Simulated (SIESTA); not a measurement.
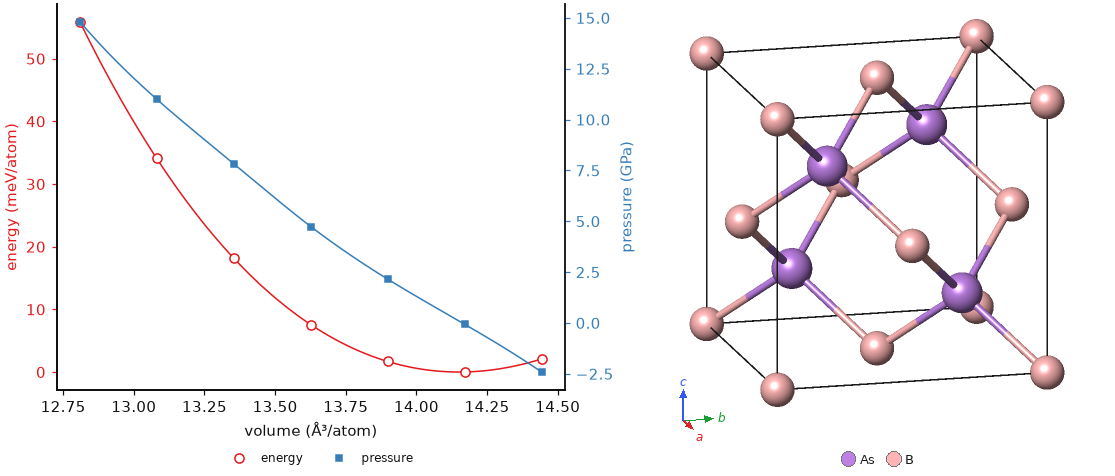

The plot gives the computed energy and pressure against volume for BAs, space group F-43m (No. 216). The conventional cell is drawn beside the plot.

The given structure:
```
As B
1.0
     0.00000    2.38850    2.38850
     2.38850    0.00000    2.38850
     2.38850    2.38850    0.00000
As B
1 1
Direct
  0.75000 0.75000 0.75000
  0.00000 0.00000 0.00000
```

Method: DFT in numerical atomic orbitals with pseudopotentials, no spin polarisation; energies at scaled volumes of the given cell, shape and fractions fixed, counted from the fit's minimum, third-order Birch-Murnaghan fit (SIESTA 5.4.2). Level: PBE.

```json
{"setting": "k mesh", "value": "10×10×10"}
{"setting": "occupations", "value": "Fermi–Dirac"}
{"setting": "smearing width", "value": "0.05 eV"}
{"setting": "potentials", "value": "PseudoDojo 0.4 standard, converted to PSML, two zetas on semicore shells"}
{"setting": "program settings", "value": "basis DZP, mesh cutoff 500 Ry"}
```

> Give the fitted equation-of-state parameters.

A third-order Birch–Murnaghan fit gives V0 = 14.15 Å³/atom, B0 = 115 GPa and B′ = 5.0.

> What does the pressure do across the range?

It falls from 14.82 GPa at volume 12.81 Å³/atom to −2.42 GPa at 14.44 Å³/atom, and changes sign near 14.16 Å³/atom.

Keep in mind: mulliken charges of long orbitals.
